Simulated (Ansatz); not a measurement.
```
P
1.0
     2.42469    0.00000    0.00000
     0.00000    2.43854    0.00000
    -0.02031    0.00000    4.85243
P
2
Direct
  0.00000 0.00000 0.74943
  0.00000 0.00000 0.25057
```

Space group P2/m; a structure from a database of computed crystals, not necessarily the ambient phase; computed pressure about −2 GPa in this cell.

Theory: Kohn-Sham DFT of a periodic cell, HSE06 form with a typed share of exact exchange, Ansatz PAW in Ansatz 0.2.0.

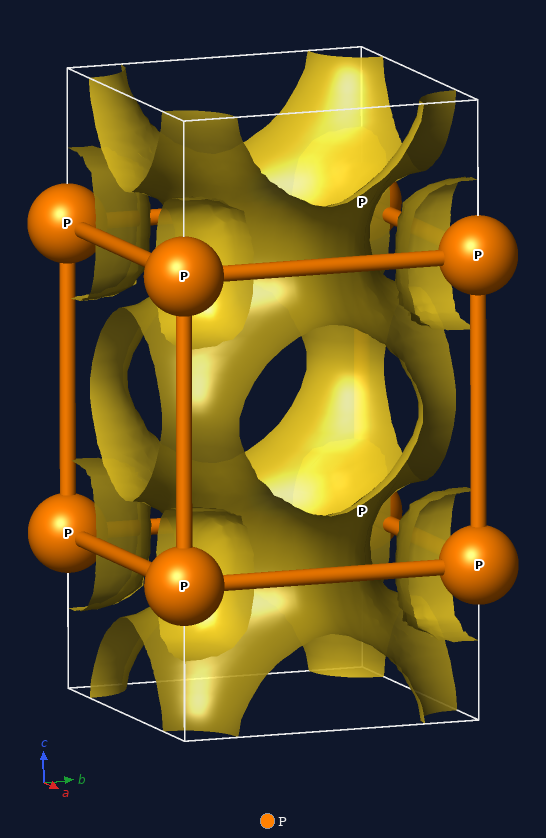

P. Isosurface of the electron localisation function at 0.65 (yellow), seen slightly off an axis. Only the valence region is drawn (cores and ρ < 0.01 e/Å³ removed). Sticks mark near contacts.

In a PAW calculation such maps are meaningful between the atoms, not at the nuclei.

> Identify the bonds, lone pairs and shells in this picture.

The surface consists of one network that runs through the whole crystal, counted in one cell of 2 atoms. Regions shared between cells count once. There are no localised bonds or lone pairs at this value.

Values along the shortest contacts:
P–P (2.42 Å): the ELF peaks at about 0.85 between the atoms.

> Does the calculation make it a metal, or give it a gap?

It is metallic or semimetallic at this level of theory: no gap opens.
